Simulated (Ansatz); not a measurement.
Run report: GaSb, geometry relaxation (part 2 of 2)

Continued. System: GaSb (interface cell, 8 atoms in the cell). Method: DFT PBE, scalar-relativistic, plane waves, PAW, no spin polarisation (Ansatz 0.2.0); cutoff 420 eV, 8×8×3 k-mesh, Gaussian smearing of 0.1 eV. The structure derives from an entry of the Crystallography Open Database. It belongs to a series of runs on one base structure; here: antiphase boundary on (0 0 1), species swapped.

Geometry of the input (Å; fractional positions):
```
4.3938  0.0000  0.0000
0.0000  4.3938  0.0000
0.0000  0.0000  12.4277
Ga 0.0000  0.0000  0.0000
Ga 0.5000  0.5000  0.2500
Sb 0.0000  0.5000  0.1250
Sb 0.5000  0.0000  0.3750
Sb 0.0000  0.0000  0.5000
Sb 0.5000  0.5000  0.7500
Ga 0.0000  0.5000  0.6250
Ga 0.5000  0.0000  0.8750
```

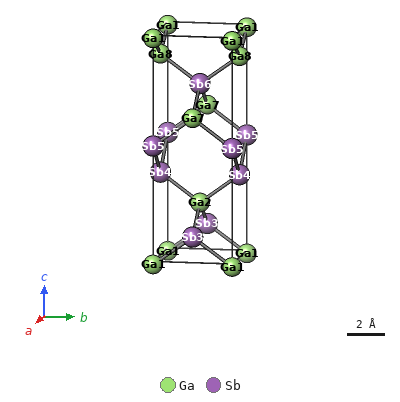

Fig. 1: The geometry at step 3 of the log (ball-and-stick view of the cell of the calculation, seen slightly off an axis; atoms are numbered from 1 in the order of the input).

## Output, continued
```
SCF iter   1: F=—  HF=-41070.406093 eV  |F-HF|=—  |Δ(HF+E_count)|=         —  Δρ=2.51e-4  dr2=4.11e-6  ethr=5.84e-7  ⟨swp⟩=3.2  Hψ=21672  notcnv=0
preconditioner: auto → LDOS  [metal: Δε(μ)=0.048 eV  Ē_g=13.367 eV  σ=0.100 eV  W_gap=0.27  n_scr=56 (ndim 8)  ℏωp=20.2 eV  f_vac=0.090  D(μ)=0.60/eV (n_scr^D=2)  β→1.0]
SCF iter   2: F=—  HF=-41070.410972 eV  |F-HF|=—  |Δ(HF+E_count)|=   4.88e-3  Δρ=1.51e-5  dr2=2.31e-6  ethr=3.67e-9  ⟨swp⟩=2.9  Hψ=5374  notcnv=0
SCF iter   3: F=—  HF=-41070.410969 eV  |F-HF|=—  |Δ(HF+E_count)|=   3.51e-6  Δρ=1.11e-5  dr2=1.82e-6  ethr=2.06e-9  ⟨swp⟩=2.0  Hψ=5207  notcnv=0
SCF iter   4: F=—  HF=-41070.410972 eV  |F-HF|=—  |Δ(HF+E_count)|=   3.40e-6  Δρ=2.75e-6  dr2=3.74e-8  ethr=1.63e-9  ⟨swp⟩=1.9  Hψ=3578  notcnv=0
SCF iter   5: F=—  HF=-41070.410972 eV  |F-HF|=—  |Δ(HF+E_count)|=   1.33e-8  Δρ=2.03e-6  dr2=3.74e-8  ethr=3.34e-11  ⟨swp⟩=2.0  Hψ=6219  notcnv=0
SCF iter   6: F=—  HF=-41070.410972 eV  |F-HF|=—  |Δ(HF+E_count)|=   8.21e-9  Δρ=4.57e-7  dr2=1.11e-9  ethr=3.34e-11  ⟨swp⟩=2.0  Hψ=4702  notcnv=0
SCF iter   7: F=-41070.410972 eV  HF=-41070.410972 eV  |F-HF|=1.67e-10  |Δ(HF+E_count)|=   1.06e-9  Δρ=1.94e-7  dr2=1.00e-10  ethr=1.00e-12  ⟨swp⟩=6.5  Hψ=12999  notcnv=0
SCF 6 converged in 7 iterations: F = -41070.410972 eV  dr2 = 1.00e-10
relax step   6: F+E_penalty+E_count = -41070.41097208 eV  Δ(F+E_penalty+E_count) = -7.383e-4 eV  max|allowed force component| = 1.888e-3 eV/Å  Δτ_max = 0.0000 Å  P = +0.462 GPa  Ω = 243.721 Å³  fix = [a, b, alpha, beta, gamma]  reactions: a +0.242, b +1.146 GPa  stress off target by 1.19e-3 GPa on what of the cell is left free  SCF on the basis re-selected at this cell (its energy is not comparable with the rows above)  (7 SCF iters)
basis re-selected at this cell: Δ(F+E_penalty+E_count) = -7.383e-4 eV, ΔP = -0.003 GPa vs the last step (what re-selecting the basis moved, of the pressure what is left beyond the Pulay correction that the steps carried, after the strain that the cell walked since its last selection, with what the two solves' SCF thresholds leave and, on support functions, any second-order correction that the steps lacked; it is no measure of the basis error at this ecutwfc). This SCF's stress stands 1.19e-3 GPa from its target on what of the cell is left free (relax.cell.stress_tol is 1.00e-1 GPa) and its largest allowed force component is 1.89e-3 eV/Å (relax.f_tol is 2.00e-2 eV/Å): within both
SCF converged after 7 iterations
Free energy (F): -41070.410972 eV
Harris-Foulkes:  -41070.410972 eV  (|F-HF|=1.67e-10)
Internal energy: -41070.407976 eV  (E = F + TS)
E sigma→0 (E₀):  -41070.409474 eV
Entropy (-TS):   -0.002996 eV (-0.374 meV/atom)
Fermi energy:    7.379610 eV
--- Per-component energies (eV) ---
  E_band       = -1116.674248
  E_kinetic    = 1286.905561
  E_local      = -16020.695991  (includes V_loc(G=0)·N_el)
  E_nonlocal   = 3143.280334
  E_hartree    = 7351.498326
  E_xc         = -828.049217
  E_vxc        = -613.673279  (∫ρ·V_xc dr)
  E_paw        = -26252.205409  (= ΣΔE_a)
  E_vpaw       = -3615.486186  (= ΣTr[D̂ρ^β])
  E_aug_tail   = -0.000487  (compensation charges beyond the density's cutoff)
  E_ewald      = -9751.141093
  E_smearing   = -0.002996  (= −TS)
  E_closure    = -0.000000  (closes the sum)
  Σ components = -41070.410972   (vs F -41070.410972, Δ=0.00e0)
--- Forces (eV/Å), atoms counted from 1 ---
  atom   1  Ga    -0.00000000     0.00000000     0.00188825
  atom   2  Ga    -0.00000000     0.00000000    -0.00098609
  atom   3  Sb     0.00000000     0.00000000     0.00024202
  atom   4  Sb     0.00000000     0.00000000     0.00129698
  atom   5  Sb    -0.00000000     0.00000000    -0.00129698
  atom   6  Sb    -0.00000000     0.00000000    -0.00024202
  atom   7  Ga     0.00000000     0.00000000     0.00098609
  atom   8  Ga     0.00000000     0.00000000    -0.00188825
  max |Σ_I F_I| component: 4.34e-19 eV/Å
--- Stress (GPa, compression-positive) ---
        0.241904       0.000000      -0.000000
        0.000000       1.145935      -0.000000
       -0.000000      -0.000000      -0.001191
  P = ⅓ Tr σ = 0.4622 GPa (4.622 kbar)
--- Band table (eV; the first three rows and the last of 50) ---
  k-point 0: bands = ["-22.5105", "-22.4337", "-22.3714", "-22.3444", "-22.3062", "-22.2881", "-22.2868", "-22.2691", "-22.2681", "-22.2304", "-21.6276", "-21.6274", "-21.6252", "-21.6251", "-21.5707", "-21.5707", "-21.5686", "-21.5684", "-21.5544", "-21.5542", "-8.0721", "-8.0700", "-8.0510", "-8.0499", "-8.0207", "-8.0203", "-8.0043", "-8.0031", "-8.0009", "-8.0009", "-7.5397", "-7.5212", "-7.4630", "-7.4300", "-7.4176", "-7.3798", "-7.2986", "-7.2858", "-7.2521", "-7.2171", "-4.6991", "-3.3668", "-3.2690", "-1.4871", "-0.0093", "2.7987", "2.9076", "4.1193", "4.4303", "5.4174", "5.4564", "5.4742", "5.6302", "6.5041", "6.6455", "7.0437", "7.6746", "7.8716", "8.0173", "8.5278", "8.6317", "8.6334", "9.1526", "9.6407", "10.0192", "10.2784", "12.2105", "12.2429"]
  k-point 1: bands = ["-22.5104", "-22.4337", "-22.3714", "-22.3444", "-22.3062", "-22.2881", "-22.2868", "-22.2691", "-22.2681", "-22.2305", "-21.6276", "-21.6274", "-21.6252", "-21.6251", "-21.5707", "-21.5707", "-21.5686", "-21.5684", "-21.5544", "-21.5542", "-8.0720", "-8.0701", "-8.0510", "-8.0499", "-8.0207", "-8.0204", "-8.0043", "-8.0031", "-8.0009", "-8.0009", "-7.5397", "-7.5212", "-7.4630", "-7.4300", "-7.4176", "-7.3798", "-7.2986", "-7.2858", "-7.2521", "-7.2171", "-4.6911", "-3.5834", "-2.9475", "-1.7548", "0.4032", "1.8125", "4.0332", "4.1326", "4.4618", "5.1569", "5.1690", "5.3848", "5.8181", "6.1096", "6.7269", "7.4683", "7.5028", "7.7381", "8.0448", "8.4209", "8.9237", "8.9946", "9.0611", "9.7658", "10.0666", "10.1030", "11.0993", "11.4597"]
  k-point 2: bands = ["-22.5104", "-22.4336", "-22.3711", "-22.3445", "-22.3064", "-22.2877", "-22.2869", "-22.2691", "-22.2683", "-22.2299", "-21.6276", "-21.6274", "-21.6251", "-21.6251", "-21.5708", "-21.5708", "-21.5687", "-21.5686", "-21.5539", "-21.5537", "-8.0719", "-8.0690", "-8.0520", "-8.0508", "-8.0206", "-8.0202", "-8.0042", "-8.0031", "-8.0014", "-8.0014", "-7.5374", "-7.5211", "-7.4637", "-7.4299", "-7.4202", "-7.3844", "-7.2943", "-7.2855", "-7.2524", "-7.2169", "-4.6242", "-3.2796", "-3.1962", "-1.4103", "-0.0426", "2.5555", "2.6802", "3.9809", "4.1849", "5.1199", "5.3268", "5.4788", "5.5261", "5.5368", "6.5040", "7.3621", "7.8342", "8.0285", "8.5489", "8.6942", "8.9363", "9.1039", "9.6398", "9.6964", "10.3329", "10.5538", "11.5326", "11.6253"]
  k-point 49: bands = ["-22.4461", "-22.4461", "-22.3596", "-22.3596", "-22.3351", "-22.3351", "-22.2702", "-22.2702", "-22.2401", "-22.2401", "-21.6288", "-21.6288", "-21.6211", "-21.6211", "-21.5723", "-21.5723", "-21.5696", "-21.5696", "-21.5502", "-21.5502", "-8.0713", "-8.0713", "-8.0406", "-8.0406", "-8.0364", "-8.0364", "-8.0092", "-8.0092", "-7.9920", "-7.9920", "-7.5772", "-7.5772", "-7.4674", "-7.4674", "-7.3694", "-7.3694", "-7.3169", "-7.3169", "-7.1640", "-7.1640", "-2.5145", "-2.5145", "-1.7498", "-1.7498", "0.3284", "0.3284", "1.1486", "1.1486", "3.2300", "3.2300", "3.9867", "3.9867", "4.4857", "4.4857", "5.1779", "5.1779", "7.8332", "7.8332", "8.3695", "8.3695", "9.6667", "9.6667", "9.7034", "9.7034", "12.4155", "12.4155", "12.7179", "12.7179"]
--- Relaxed structure (5 steps of the walk, 5 accepted, 1 SCFs on fresh bases) ---
  F+E_penalty+E_count = -41070.41097208 eV   max|allowed force component| = 1.888e-3 eV/Å   (the final SCF, on the basis selected at the relaxed cell)
  cell:  # Å, volume = 243.7210 Å³
    - [4.3938492981, 0.0, 0.0]
    - [0.0, 4.3938492981, 0.0]
    - [0.0, 0.0, 12.6241659100031]
  atoms:
    - { symbol: Ga, position: [-3.8524577206506856e-37, 2.0546441176803655e-36, -0.012121913113184224] }
    - { symbol: Ga, position: [0.5, 0.5, 0.23724038494797967] }
    - { symbol: Sb, position: [-4.2805085785007615e-38, 0.5, 0.11581539041620452] }
    - { symbol: Sb, position: [0.5, 2.0546441176803655e-36, 0.3638331298255586] }
    - { symbol: Sb, position: [-3.124771262305556e-36, -3.4244068628006095e-36, 0.5111668701744415] }
    - { symbol: Sb, position: [0.5, 0.5, 0.7591846095837955] }
    - { symbol: Ga, position: [5.0938052084159064e-36, 0.5, 0.6377596150520204] }
    - { symbol: Ga, position: [0.5, 2.0546441176803655e-36, 0.8871219131131846] }
--- Löwdin populations: 8 sites ---
  site symbol       q [e]
     0     Ga     13.1949
     1     Ga     13.3044
     2     Sb     14.6663
     3     Sb     14.7460
     4     Sb     14.7460
     5     Sb     14.6663
     6     Ga     13.3044
     7     Ga     13.1949
  spilling = 0.001580 (of n_electrons = 112.000000)
```

## File populations.tsv
```
# site	symbol	l	j	q
# orbitals = lowdin
# n_electrons = 112.000000
# spilling = 0.001580
0	Ga	0_4S	-	1.239372
0	Ga	1_4P	-	1.967774
0	Ga	2_3D	-	9.987742
1	Ga	0_4S	-	1.294854
1	Ga	1_4P	-	2.018644
1	Ga	2_3D	-	9.990865
2	Sb	0_5S	-	1.473711
2	Sb	1_5P	-	3.199513
2	Sb	2_4D	-	9.993066
3	Sb	0_5S	-	1.592498
3	Sb	1_5P	-	3.158399
3	Sb	2_4D	-	9.995066
4	Sb	0_5S	-	1.592498
4	Sb	1_5P	-	3.158399
4	Sb	2_4D	-	9.995066
5	Sb	0_5S	-	1.473711
5	Sb	1_5P	-	3.199513
5	Sb	2_4D	-	9.993066
6	Ga	0_4S	-	1.294854
6	Ga	1_4P	-	2.018644
6	Ga	2_3D	-	9.990865
7	Ga	0_4S	-	1.239372
7	Ga	1_4P	-	1.967774
7	Ga	2_3D	-	9.987742
```

## Trajectory as extended XYZ (Å, eV, eV/Å), 6 frames, from step=1 to step=6
```
8
Lattice="4.3938 0.0000 0.0000 0.0000 4.3938 0.0000 0.0000 0.0000 12.4277" Properties=species:S:1:pos:R:3:forces:R:3 step=1 energy=-41070.01876 pressure_GPa=2.14
Ga    0.0000    0.0000    0.0000    0.0000   0.0000  -0.8115
Ga    2.1969    2.1969    3.1069    0.0000   0.0000  -0.3384
Sb    0.0000    2.1969    1.5535    0.0000   0.0000   0.2321
Sb    2.1969    0.0000    4.6604    0.0000   0.0000  -1.5706
Sb    0.0000    0.0000    6.2138    0.0000   0.0000   1.5706
Sb    2.1969    2.1969    9.3208    0.0000   0.0000  -0.2321
Ga    0.0000    2.1969    7.7673    0.0000   0.0000   0.3384
Ga    2.1969    0.0000   10.8742    0.0000   0.0000   0.8115
8
Lattice="4.3938 0.0000 0.0000 0.0000 4.3938 0.0000 0.0000 0.0000 12.6078" Properties=species:S:1:pos:R:3:forces:R:3 step=2 energy=-41070.29473 pressure_GPa=0.65
Ga    0.0000    0.0000   -0.0949    0.0000   0.0000  -0.1926
Ga    2.1969    2.1969    3.0491    0.0000   0.0000  -0.2350
Sb    0.0000    2.1969    1.5583    0.0000   0.0000  -0.4013
Sb    2.1969    0.0000    4.5303    0.0000   0.0000   0.8892
Sb    0.0000    0.0000    6.5015    0.0000   0.0000  -0.8892
Sb    2.1969    2.1969    9.4735    0.0000   0.0000   0.4013
Ga    0.0000    2.1969    7.9826    0.0000   0.0000   0.2350
Ga    2.1969    0.0000   11.1267    0.0000   0.0000   0.1926
8
Lattice="4.3938 0.0000 0.0000 0.0000 4.3938 0.0000 0.0000 0.0000 12.5336" Properties=species:S:1:pos:R:3:forces:R:3 step=3 energy=-41070.39992 pressure_GPa=0.77
Ga    0.0000    0.0000   -0.1684    0.0000   0.0000   0.0192
Ga    2.1969    2.1969    2.9611    0.0000   0.0000  -0.0020
Sb    0.0000    2.1969    1.4184    0.0000   0.0000   0.1708
Sb    2.1969    0.0000    4.5706    0.0000   0.0000  -0.2146
Sb    0.0000    0.0000    6.3963    0.0000   0.0000   0.2146
Sb    2.1969    2.1969    9.5485    0.0000   0.0000  -0.1708
Ga    0.0000    2.1969    8.0058    0.0000   0.0000   0.0020
Ga    2.1969    0.0000   11.1353    0.0000   0.0000  -0.0192
8
Lattice="4.3938 0.0000 0.0000 0.0000 4.3938 0.0000 0.0000 0.0000 12.6102" Properties=species:S:1:pos:R:3:forces:R:3 step=4 energy=-41070.41017 pressure_GPa=0.51
Ga    0.0000    0.0000   -0.1540    0.0000   0.0000   0.0050
Ga    2.1969    2.1969    2.9914    0.0000   0.0000  -0.0079
Sb    0.0000    2.1969    1.4596    0.0000   0.0000   0.0012
Sb    2.1969    0.0000    4.5858    0.0000   0.0000   0.0249
Sb    0.0000    0.0000    6.4481    0.0000   0.0000  -0.0249
Sb    2.1969    2.1969    9.5744    0.0000   0.0000  -0.0012
Ga    0.0000    2.1969    8.0426    0.0000   0.0000   0.0079
Ga    2.1969    0.0000   11.1880    0.0000   0.0000  -0.0050
8
Lattice="4.3938 0.0000 0.0000 0.0000 4.3938 0.0000 0.0000 0.0000 12.6242" Properties=species:S:1:pos:R:3:forces:R:3 step=5 energy=-41070.41023 pressure_GPa=0.46
Ga    0.0000    0.0000   -0.1530    0.0000   0.0000   0.0019
Ga    2.1969    2.1969    2.9950    0.0000   0.0000  -0.0010
Sb    0.0000    2.1969    1.4621    0.0000   0.0000   0.0002
Sb    2.1969    0.0000    4.5931    0.0000   0.0000   0.0013
Sb    0.0000    0.0000    6.4531    0.0000   0.0000  -0.0013
Sb    2.1969    2.1969    9.5841    0.0000   0.0000  -0.0002
Ga    0.0000    2.1969    8.0512    0.0000   0.0000   0.0010
Ga    2.1969    0.0000   11.1992    0.0000   0.0000  -0.0019
8
Lattice="4.3938 0.0000 0.0000 0.0000 4.3938 0.0000 0.0000 0.0000 12.6242" Properties=species:S:1:pos:R:3:forces:R:3 step=6 energy=-41070.41097 pressure_GPa=0.46
Ga    0.0000    0.0000   -0.1530    0.0000   0.0000   0.0019
Ga    2.1969    2.1969    2.9950    0.0000   0.0000  -0.0010
Sb    0.0000    2.1969    1.4621    0.0000   0.0000   0.0002
Sb    2.1969    0.0000    4.5931    0.0000   0.0000   0.0013
Sb    0.0000    0.0000    6.4531    0.0000   0.0000  -0.0013
Sb    2.1969    2.1969    9.5841    0.0000   0.0000  -0.0002
Ga    0.0000    2.1969    8.0512    0.0000   0.0000   0.0010
Ga    2.1969    0.0000   11.1992    0.0000   0.0000  -0.0019
```

## Key numbers

```json
{"quantity": "outcome", "value": "converged"}
{"quantity": "electrons treated", "value": "112"}
{"quantity": "free energy", "value": "−41070.4110 eV"}
{"quantity": "Fermi energy", "value": "7.380 eV"}
{"quantity": "gap on the k-point mesh", "value": "none (metallic)"}
{"quantity": "final volume", "value": "243.72 Å³"}
{"quantity": "largest force (length of the vector) at the end", "value": "0.002 eV/Å"}
{"quantity": "hardware", "value": "2 threads of Intel Xeon @ 2.50GHz (Skylake/Cascade Lake), 192 GiB of memory available, shared host"}
{"quantity": "wall time", "value": "3.6 min (CPU time 6.8 min)"}
{"quantity": "peak memory", "value": "0.99 GiB"}
```
